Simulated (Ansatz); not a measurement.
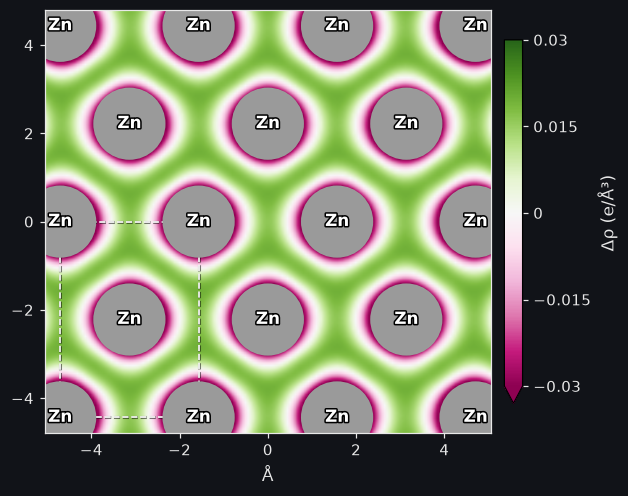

*Zn. Density of the crystal less the sum of free-atom densities: a map on the (011) plane of the conventional cell, with grey discs over the atomic cores. Cores are masked to 0.8 Å (Zn).*

Space group Im-3m; the calculation finds a residual pressure of about −8 GPa at this fixed cell. This isn't the usual form at ambient conditions. The cell comes from a database of computed structures, not from a measurement.

These are results of Ansatz 0.2.0, DFT LDA, scalar-relativistic, plane waves, PAW, not measurements.

Core electrons are frozen (PAW), so the fields are smoothed inside the atomic spheres.

The calculation's input:

```
crystal:
  lattice:
    - [-1.569037, 1.569037, 1.569037]
    - [1.569037, -1.569037, 1.569037]
    - [1.569037, 1.569037, -1.569037]
  atoms:
    - { symbol: Zn, position: [0.0, 0.0, 0.0] }
basis:
  ecutwfc: 420
  fft_grid_basis: typed
kpoints:
  mp_grid: { grid: [16, 16, 16] }
hamiltonian:
  xc: lda
  pseudopotentials: { kind: paw }
scf:
  occupations: { method: gaussian, width: 0.05 }
output:
  forces: true
  stress: true
  eigenvalues: true
  bader: true
  write_density: true
  volumetric_format: npy
  elf: true
```

Launched as:

```sh
ansatz run input.yaml --threads 1 --pin off --max-ram 2560MiB --backend cpu --events-out ev --progress --plain --runs-dir out
```

The picture shows the conventional cell (a = 3.14 Å, b = 3.14 Å, c = 3.14 Å, α = 90.00°, β = 90.00°, γ = 90.00°).

### Where does charge go when the atoms form this crystal?

Zn–Zn (2.72 Å): Δρ is +0.018 e/Å³ at the midpoint.
Over the whole cell, outside the masked cores, the largest gain, 0.02 e/Å³, lies 1.8 Å from a zinc nucleus, and the largest loss lies at the edge of the masked core of Zn.
The rearranged charge, half the integral of |Δρ|, is about 0.14 e an atom.
